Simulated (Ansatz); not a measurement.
## SiC: a changed input and its effect

System: SiC (P6₃mc, 8 atoms in the cell).
Method of run A: DFT, PBE, plane waves, PAW, no spin polarisation (Ansatz 0.2.0).

The structure derives from a Materials Project entry. Text and figures count atoms from 1; the logs count them from 0 in places.

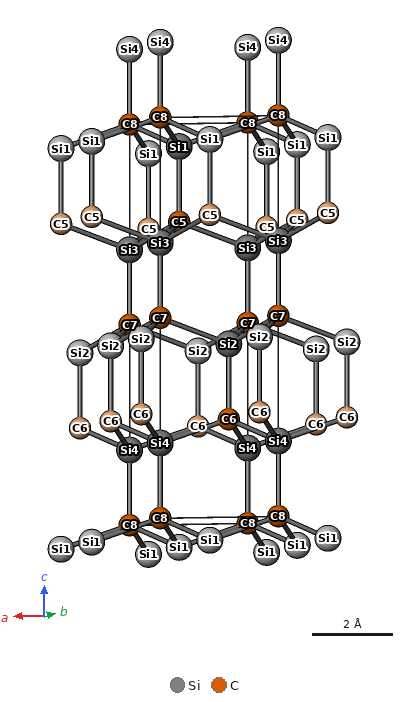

Figure 1. The starting structure (ball-and-stick view of the cell of the calculation, seen at an oblique angle; neighbours outside the cell are drawn fainter; atoms are numbered from 1 in the order of the input). An atom can appear more than once, as a periodic image. Near neighbours in the periodic cell (some may lie outside the picture): Si has 4 C at 1.88 to 1.89 Å; C has 4 Si at 1.88 to 1.89 Å.

## The input, run A
```yaml
crystal:
  lattice:
    - [3.0756941497, 0.0, 0.0]
    - [-1.5378470748, 2.6636292679, 0.0]
    - [0.0, 0.0, 10.07064648]
  atoms:
    - { symbol: Si, position: [0.66666667, 0.33333333, 0.93784198] }
    - { symbol: Si, position: [0.33333333, 0.66666667, 0.43784198] }
    - { symbol: Si, position: [0.0, 0.0, 0.68789438] }
    - { symbol: Si, position: [0.0, 0.0, 0.18789438] }
    - { symbol: C, position: [0.66666667, 0.33333333, 0.74980259] }
    - { symbol: C, position: [0.33333333, 0.66666667, 0.24980259] }
    - { symbol: C, position: [0.0, 0.0, 0.50046005] }
    - { symbol: C, position: [0.0, 0.0, 0.00046005] }
basis:
  ecutwfc: 420
  ecutrho_ratio: 6
kpoints:
  mp_grid: { grid: [12, 12, 4] }
hamiltonian:
  xc: pbe
scf:
  occupations: { method: gaussian, width: 0.02 }
  algorithm: density_mixing
output:
  forces: true
  eigenvalues: true
  stress: true
relax:
  adjacent_minimum: "off"
  f_tol: 0.005
  max_steps: 80
  cell: { stress_tol: 0.05 }
```

Launched with:
```bash
ansatz run input.yaml --threads 4 --pin off --max-ram 10240MiB --backend cpu --events-out ev --progress --plain --runs-dir out
```

Hardware: 4 threads of AMD EPYC (Zen 3), 189 GiB of memory available, shared host.

## Output, shortened to warnings, some set-up lines, iterations and results (run A)
```
Basis set: ecut = 420 eV, 1605 PW (Γ), exchange–correlation on 54×54×180 points (8 copies of the dense FFT grid, shifted against one another)
Symmetry: 12 space group operations
k-points: 57 of 576 (time reversal used)
Initial density: superposition of atomic densities (neutral atoms: chi_scale 0, normalization atom), corrected by the library's trained network
[...]
SCF iter   1: F=—  HF=-3548.628676 eV  |F-HF|=—  |Δ(HF+E_count)|=         —  Δρ=2.69e-3  dr2=6.38e-3  ethr=1.77e-3  ⟨swp⟩=6.4  Hψ=7622  notcnv=0  defer=2
SCF iter   2: F=—  HF=-3548.628338 eV  |F-HF|=—  |Δ(HF+E_count)|=   3.38e-4  Δρ=7.62e-4  dr2=2.35e-4  ethr=1.99e-5  ⟨swp⟩=2.3  Hψ=2847  notcnv=0  defer=163
SCF iter   3: F=—  HF=-3548.628547 eV  |F-HF|=—  |Δ(HF+E_count)|=   2.09e-4  Δρ=3.03e-4  dr2=3.19e-5  ethr=7.34e-7  ⟨swp⟩=2.4  Hψ=2158  notcnv=0  defer=163
SCF iter   4: F=—  HF=-3548.628600 eV  |F-HF|=—  |Δ(HF+E_count)|=   5.33e-5  Δρ=4.54e-5  dr2=2.88e-6  ethr=9.96e-8  ⟨swp⟩=2.0  Hψ=2043  notcnv=0  defer=163
SCF iter   5: F=—  HF=-3548.628601 eV  |F-HF|=—  |Δ(HF+E_count)|=   3.48e-7  Δρ=1.49e-5  dr2=2.10e-7  ethr=9.01e-9  ⟨swp⟩=2.0  Hψ=1826  notcnv=0  defer=163
[... 55 lines ...]
SCF iter   5: F=-3548.646417 eV  HF=-3548.646417 eV  |F-HF|=1.82e-12  |Δ(HF+E_count)|=  9.09e-13  Δρ=2.40e-8  dr2=8.08e-13  ethr=1.00e-12  ⟨swp⟩=1.0  Hψ=1368  notcnv=0
SCF iter   6: F=-3548.646417 eV  HF=-3548.646417 eV  |F-HF|=0.00e0  |Δ(HF+E_count)|=  1.36e-12  Δρ=1.33e-8  dr2=1.29e-13  ethr=1.00e-12  ⟨swp⟩=1.0  Hψ=1368  notcnv=0
SCF iter   7: F=-3548.646417 eV  HF=-3548.646417 eV  |F-HF|=4.55e-13  |Δ(HF+E_count)|=  4.55e-13  Δρ=3.84e-9  dr2=6.41e-15  ethr=1.00e-12  ⟨swp⟩=1.8  Hψ=3145  notcnv=0
SCF 8 converged in 7 iterations: F = -3548.646417 eV  dr2 = 6.41e-15
relax step   8: F+E_penalty+E_count = -3548.64641703 eV  Δ(F+E_penalty+E_count) = -5.402e-5 eV  max|allowed force component| = 1.071e-4 eV/Å  Δτ_max = 0.0000 Å  P = +0.001 …
basis re-selected at this cell: Δ(F+E_penalty+E_count) = -5.402e-5 eV, ΔP = +0.000 GPa vs the last step (what re-selecting the basis moved, of the pressure what is left beyond the Pulay correction that the steps carried, after the strain that the cell walked since its last selection, with what the …
SCF converged after 7 iterations
Free energy (F): -3548.646417 eV
Harris-Foulkes:  -3548.646417 eV  (|F-HF|=4.55e-13)
Internal energy: -3548.646417 eV  (E = F + TS)
E sigma→0 (E₀):  -3548.646417 eV
Fermi energy:    10.475327 eV
--- Per-component energies (eV) ---
  E_band       = 110.128953
  E_kinetic    = 539.774511
  E_local      = -422.788130  (includes V_loc(G=0)·N_el)
  E_nonlocal   = 206.616527
  E_hartree    = 129.636572
  E_xc         = -421.022923
  E_vxc        = -436.195614  (∫ρ·V_xc dr)
  E_paw        = -2448.067450  (= ΣΔE_a)
  E_vpaw       = -36.551493  (= ΣTr[D̂ρ^β])
  E_aug_tail   = 0.000009  (compensation charges beyond the density's cutoff)
  E_ewald      = -1132.795532
  E_smearing   = -0.000000  (= −TS)
  E_closure    = -0.000000  (closes the sum)
  Σ components = -3548.646417   (vs F -3548.646417, Δ=0.00e0)
--- Forces (eV/Å), atoms counted from 1 ---
  atom   1  Si    -0.00000000     0.00000000     0.00008634
  atom   2  Si     0.00000000    -0.00000000     0.00008634
  atom   3  Si     0.00000000    -0.00000000     0.00009499
  atom   4  Si    -0.00000000     0.00000000     0.00009499
  atom   5  C     -0.00000000     0.00000000    -0.00010710
  atom   6  C     -0.00000000    -0.00000000    -0.00010710
  atom   7  C     -0.00000000     0.00000000    -0.00007419
  atom   8  C      0.00000000    -0.00000000    -0.00007419
  max |Σ_I F_I| component: 8.44e-8 eV/Å
--- Stress (GPa, compression-positive) ---
        0.000921       0.000000       0.000000
        0.000000       0.000921       0.000000
        0.000000       0.000000       0.001753
  P = ⅓ Tr σ = 0.0012 GPa (0.012 kbar)
--- Relaxed structure (6 steps of the walk, 6 accepted, 2 SCFs on fresh bases) ---
  F+E_penalty+E_count = -3548.64641703 eV   max|allowed force component| = 1.071e-4 eV/Å   (the final SCF, on the basis selected at the relaxed cell)
  cell:  # Å, volume = 83.9820 Å³
    - [3.094120346227243, -2.904042344656755e-11, 1.8017768358075416e-18]
    - [-1.5470601730884717, 2.6795868222136154, -1.0089662285543147e-18]
[...]
```

The input of run B differs as follows (lines with − go, lines with + come):
```diff
-  ecutrho_ratio: 6
-  algorithm: density_mixing
```

Predict how the results change.

The energy doesn't change within 0.01 meV per atom. The SCF takes 50 iterations over all geometry steps against 49.

## Output, shortened to warnings, some set-up lines, iterations and results (run B)
```
Basis set: ecut = 420 eV, 1605 PW (Γ), exchange–correlation on 48×48×144 points (8 copies of the dense FFT grid, shifted against one another)
Symmetry: 12 space group operations
k-points: 57 of 576 (time reversal used)
Initial density: superposition of atomic densities (neutral atoms: chi_scale 0, normalization atom), corrected by the library's trained network
[...]
SCF iter   1: F=—  HF=-3548.628719 eV  |F-HF|=—  |Δ(HF+E_count)|=         —  Δρ=2.68e-3  dr2=6.38e-3  ethr=1.77e-3  ⟨swp⟩=6.4  Hψ=7622  notcnv=0  defer=2
SCF iter   2: F=—  HF=-3548.628399 eV  |F-HF|=—  |Δ(HF+E_count)|=   3.20e-4  Δρ=7.55e-4  dr2=2.35e-4  ethr=1.99e-5  ⟨swp⟩=2.3  Hψ=2866  notcnv=0  defer=163
SCF iter   3: F=—  HF=-3548.628610 eV  |F-HF|=—  |Δ(HF+E_count)|=   2.12e-4  Δρ=3.01e-4  dr2=3.18e-5  ethr=7.33e-7  ⟨swp⟩=2.4  Hψ=2156  notcnv=0  defer=163
SCF iter   4: F=—  HF=-3548.628584 eV  |F-HF|=—  |Δ(HF+E_count)|=   2.65e-5  Δρ=4.53e-5  dr2=2.90e-6  ethr=9.95e-8  ⟨swp⟩=2.0  Hψ=2060  notcnv=0  defer=163
SCF iter   5: F=—  HF=-3548.628584 eV  |F-HF|=—  |Δ(HF+E_count)|=   3.54e-7  Δρ=1.48e-5  dr2=2.07e-7  ethr=9.06e-9  ⟨swp⟩=2.0  Hψ=1826  notcnv=0  defer=163
[... 56 lines ...]
SCF iter   6: F=-3548.646400 eV  HF=-3548.646400 eV  |F-HF|=4.55e-13  |Δ(HF+E_count)|=  1.82e-12  Δρ=2.45e-8  dr2=2.29e-13  ethr=1.00e-12  ⟨swp⟩=1.0  Hψ=1368  notcnv=0
SCF iter   7: F=-3548.646400 eV  HF=-3548.646400 eV  |F-HF|=0.00e0  |Δ(HF+E_count)|=    0.00e0  Δρ=1.60e-8  dr2=1.07e-13  ethr=1.00e-12  ⟨swp⟩=1.0  Hψ=1368  notcnv=0
SCF iter   8: F=-3548.646400 eV  HF=-3548.646400 eV  |F-HF|=1.36e-12  |Δ(HF+E_count)|=  4.55e-13  Δρ=7.65e-9  dr2=2.06e-14  ethr=1.00e-12  ⟨swp⟩=1.8  Hψ=3138  notcnv=0
SCF 8 converged in 8 iterations: F = -3548.646400 eV  dr2 = 2.06e-14
relax step   8: F+E_penalty+E_count = -3548.64640048 eV  Δ(F+E_penalty+E_count) = -5.402e-5 eV  max|allowed force component| = 1.060e-4 eV/Å  Δτ_max = 0.0000 Å  P = +0.001 …
basis re-selected at this cell: Δ(F+E_penalty+E_count) = -5.402e-5 eV, ΔP = +0.000 GPa vs the last step (what re-selecting the basis moved, of the pressure what is left beyond the Pulay correction that the steps carried, after the strain that the cell walked since its last selection, with what the …
SCF converged after 8 iterations
Free energy (F): -3548.646400 eV
Harris-Foulkes:  -3548.646400 eV  (|F-HF|=1.36e-12)
Internal energy: -3548.646400 eV  (E = F + TS)
E sigma→0 (E₀):  -3548.646400 eV
Fermi energy:    10.475329 eV
--- Per-component energies (eV) ---
  E_band       = 110.128983
  E_kinetic    = 539.774565
  E_local      = -422.788137  (includes V_loc(G=0)·N_el)
  E_nonlocal   = 206.616513
  E_hartree    = 129.636579
  E_xc         = -421.022920
  E_vxc        = -436.195668  (∫ρ·V_xc dr)
  E_paw        = -2448.067452  (= ΣΔE_a)
  E_vpaw       = -36.551495  (= ΣTr[D̂ρ^β])
  E_aug_tail   = 0.000048  (compensation charges beyond the density's cutoff)
  E_ewald      = -1132.795597
  E_smearing   = -0.000000  (= −TS)
  E_closure    = 0.000000  (closes the sum)
  Σ components = -3548.646400   (vs F -3548.646400, Δ=0.00e0)
--- Forces (eV/Å), atoms counted from 1 ---
  atom   1  Si    -0.00000000    -0.00000000     0.00008653
  atom   2  Si     0.00000000     0.00000000     0.00008653
  atom   3  Si     0.00000000     0.00000000     0.00009628
  atom   4  Si    -0.00000000    -0.00000000     0.00009628
  atom   5  C     -0.00000000     0.00000000    -0.00010582
  atom   6  C      0.00000000    -0.00000000    -0.00010582
  atom   7  C     -0.00000000     0.00000000    -0.00007638
  atom   8  C      0.00000000     0.00000000    -0.00007638
  max |Σ_I F_I| component: 1.22e-6 eV/Å
--- Stress (GPa, compression-positive) ---
        0.000918      -0.000000      -0.000000
       -0.000000       0.000918       0.000000
       -0.000000       0.000000       0.001757
  P = ⅓ Tr σ = 0.0012 GPa (0.012 kbar)
--- Relaxed structure (6 steps of the walk, 6 accepted, 2 SCFs on fresh bases) ---
  F+E_penalty+E_count = -3548.64640048 eV   max|allowed force component| = 1.060e-4 eV/Å   (the final SCF, on the basis selected at the relaxed cell)
  cell:  # Å, volume = 83.9820 Å³
    - [3.0941201802460196, -2.904042156955733e-11, 1.8017588334608802e-18]
    - [-1.5470600900978602, 2.6795866784696596, -1.0089562538275346e-18]
[...]
```

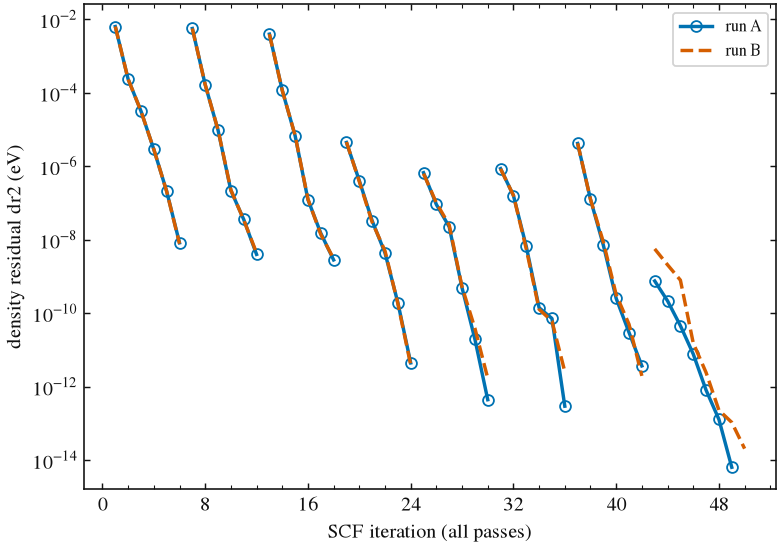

Figure 2. Convergence of the two runs: density residual dr2 against the SCF iteration. A break in a curve parts two SCF passes. Run A takes 49 iterations in all, and run B takes 50.

## The two runs side by side

```tsv
quantity	run A	run B
outcome	converged	converged
free energy per atom (eV)	−443.5808	−443.5808
gap on the mesh (eV)	2.22	2.22
pressure (GPa)	0.00	0.00
largest force (eV/Å)	0.000	0.000
SCF iterations	49	50
irreducible k-points	57	57
wall time (shared host)	50 s	55 s
```
